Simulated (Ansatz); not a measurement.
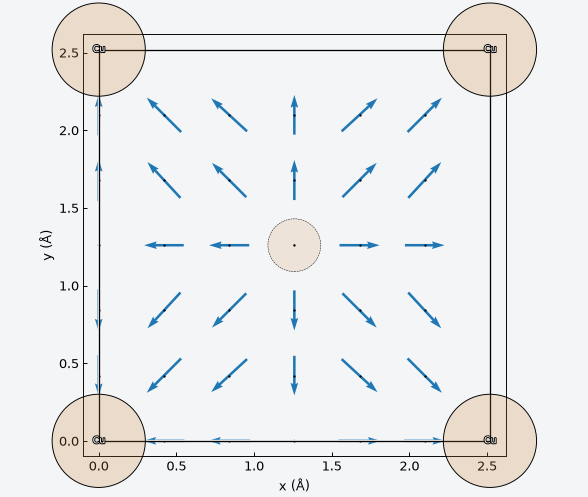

H on a Cu(100) slab cut from the Fm-3m phase, its upper half relaxed before the scan (12 atoms of substrate and one adsorbate in a 2 × 2 cell). H is moved over the surface cell at a fixed height above a rigid substrate; the origin of the map has the adsorbate above Cu9; the height is held at 2.50 Å. Places are given modulo a cell vector. The map is drawn in real space over the plane of the surface. The scan uses a 6 × 6 grid; 10 points were computed and 26 follow by symmetry. Places are given in fractions of the 1 × 1 surface cell. The runs have no spin polarisation, so an open-shell adsorbate far from the surface lies too high. At a fixed height the lowest place need not be the adsorption site. All numbers below come from DFT PBE+D3(BJ), scalar-relativistic, plane waves, PAW (Ansatz 0.2.0). Settings: cutoff 420 eV, k-mesh 5×5×1, gaussian smearing 0.1 eV, no spin polarisation.

The picture shows dots at the grid points, arrows along the force (downhill), their lengths compressed, labelled circles for the atoms of the top layer and small ones for the second layer, the outline of one cell of the plane.

The arrows alone are given. Where is the energy lowest?

The arrows converge at the top site over a surface Cu atom, (0/6, 0/6) of the cell vectors (read from the interpolated surface).

The energy map of the same scan:

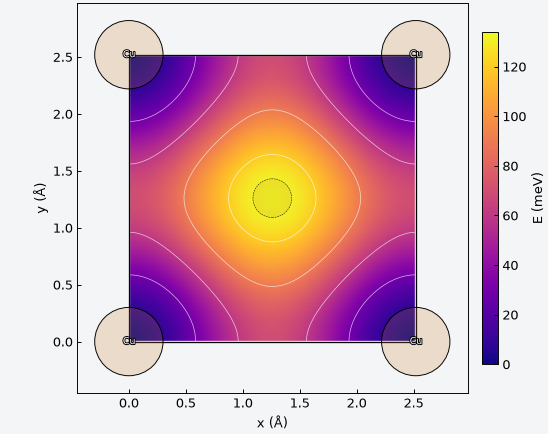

Energies are in meV, from the lowest grid point; between grid points the surface is interpolated.

PAW datasets: the set soft_1.
